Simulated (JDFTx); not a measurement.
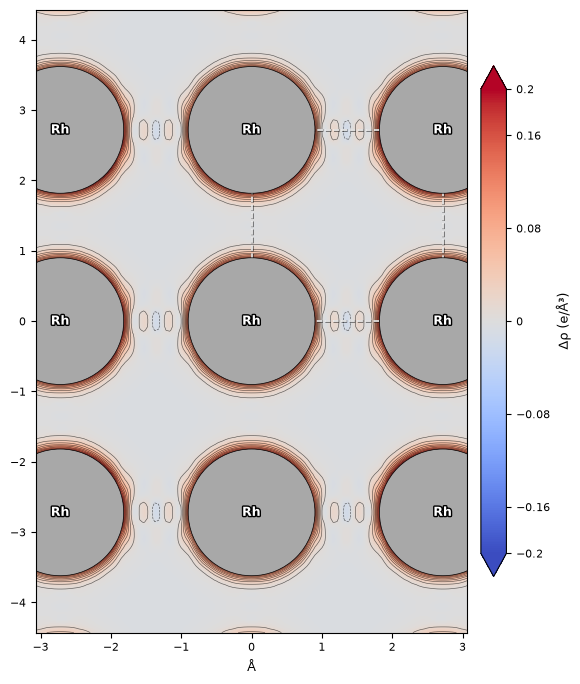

Rh. Difference of the valence pseudo-densities of two functionals at the same geometry, on the (101) plane of the calculation cell: one of RPBE and r2SCAN less the other.

Both computed with JDFTx (plane waves, pseudopotentials), on the same k-point mesh. Grey discs cover the atomic cores.

> Which was subtracted from which, and what does the map show?

It is r2SCAN less RPBE. Against RPBE, r2SCAN gives more density around Rh (+0.018 e/Å³ on average at 1.1 Å from the nucleus), less density in the space between the atoms (−0.006 e/Å³ on average) and a change of −0.017 e/Å³ at the midpoint of Rh–Rh.
